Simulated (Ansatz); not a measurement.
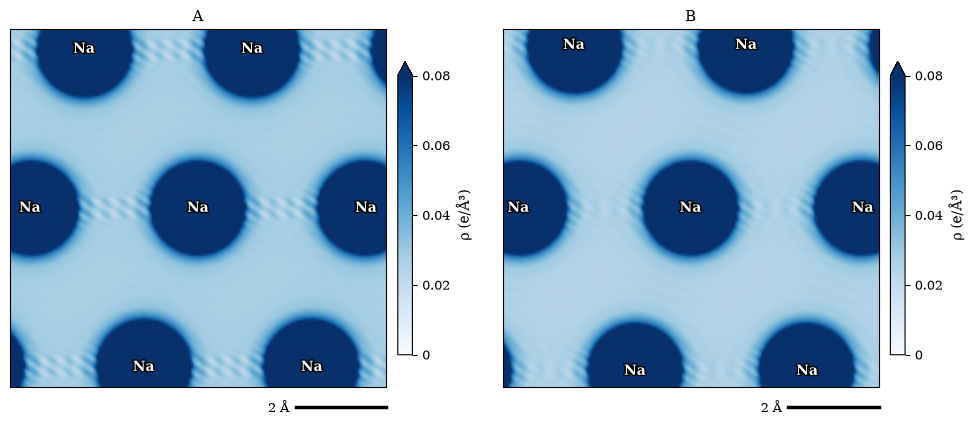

Na. The valence electron density of two cells that differ in size, on the (101̄) plane of each (indices in the axes of the calculation cell), at one length scale and on one colour scale: B has 42.9 Å³ an atom and A 39.9.

Space group I4/mmm; computed without spin polarisation.

All numbers below come from DFT PBE, scalar-relativistic, plane waves, PAW in Ansatz.

Core electrons are frozen (PAW), and the valence fields are smoothed inside the atomic spheres.

Question: What does the compression do to the bonding and the properties?

Answer: From the larger cell to the smaller, Na–Na goes from 3.82 to 3.73 Å, and the density at its midpoint from 0.02 to 0.03 e/Å³; the pressure goes from −0.9 to −0.5 GPa.
